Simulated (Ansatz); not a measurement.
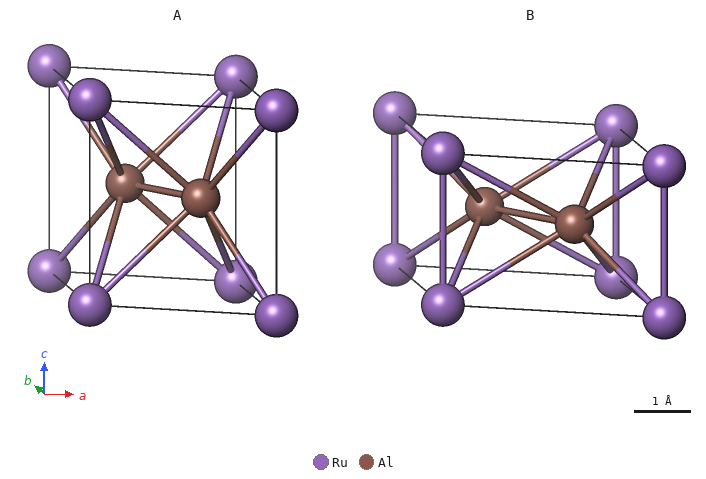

Two geometries of crystalline Al2Ru (a generated structure, set up in P6/mmm) (coarse preliminary run), drawn at one scale. One is the start of a relaxation, the other its converged end. A ball-and-stick model of the cell of the calculation, seen slightly off an axis.

Computed with DFT r2SCAN, scalar-relativistic, plane waves, PAW (Ansatz 0.2.0). Settings: plane-wave cutoff 500 eV; k-point mesh 6 × 6 × 6; occupations gaussian; smearing width 0.1 eV; no spin polarisation; cell and atoms relaxed; force threshold 0.05 eV/Å; at most 60 steps.

Which of the two is the end point?

Answer. Structure B is the relaxed one. Case: B → Al, Fe → Ru on all its sites, cell and atoms relaxed. The atoms keep their places relative to the cell (all moves are under 0.005 Å). The volume changes by +4.0 %, with a = b 3.528 → 4.185 Å (+18.6 %), c 3.746 → 2.768 Å (−26.1 %). Among the contacts that change: Ru–Ru 3.746 → 2.768 Å, Al–Al 2.037 → 2.416 Å, Al–Ru 2.767 → 2.785 Å. The space group stays P6/mmm (No. 191). After 8 accepted moves (9 points after the start) the energy has fallen by 1840 meV per atom. All forces vanish by symmetry, so only the cell relaxes. Pressure: 41.48 GPa at the start and 0.23 GPa at the end. The SCF was repeated once at an unchanged geometry on a basis and grid sized afresh for the cell, which shifted the energy by 2.8 meV per atom at most.
